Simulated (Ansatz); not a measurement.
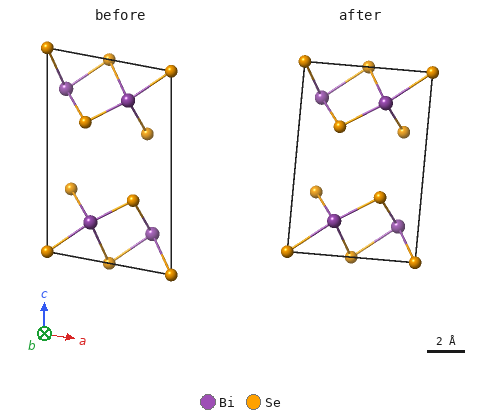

The structure of crystalline Bi2Se3 (set up in C2/m) before (left) and after (right) a relaxation, at one scale.

The picture is a ball-and-stick view of the conventional cell (2 times the calculation's cell), seen along the b axis. Lengths and directions refer to the drawn axes.

Case: biaxial strain in the a-b plane of +6.0 %; c and atoms relaxed.

Method: Ansatz, DFT PBE, scalar-relativistic, plane waves, PAW. (plane-wave cutoff 420 eV; k-point mesh 6 × 6 × 6; occupations gaussian; smearing width 0.02 eV; no spin polarisation; cell relaxed at fixed a, b, gamma; force threshold 0.008 eV/Å; at most 40 steps)

> Describe what moved and what it gained.

The run was cut off at its time limit before the relaxation converged, so the last structure is only a point on the way. The energy falls by 172 meV per atom in 11 accepted moves (12 points after the start). The largest force component goes from 1.6 to 0.00076 eV/Å. The pressure goes from −0.26 to −1.06 GPa. The line search rejected the trial step at point 9 of the run. The largest moves relative to the cell, 0.099 Å, are those of Se atoms. Largest moves by element: Se 0.099 Å, Bi 0.051 Å. The drawn cell changes as follows: a 7.004 → 7.124 Å (+1.7 %), b unchanged at 4.441 Å, c 11.315 → 10.606 Å (−6.3 %), β 100.7° → 89.7°; the volume changes by −3.0 %. Near-neighbour distances that change, for instance: Bi–Se 2.895 → 3.111 Å, Bi–Se 3.346 → 3.139 Å, Bi–Se 2.661 → 2.863 Å, Bi–Se 3.086 → 2.920 Å. Among the angles between lasting bonds that change: Se–Bi–Se 92.0° → 99.0°, Bi–Se–Bi 92.0° → 99.0°, Se–Bi–Se 92.9° → 90.9°. The space group stays C2/m (No. 12).

Limits of the set-up: layers or molecules are held without a dispersion correction, so their spacing is unreliable.
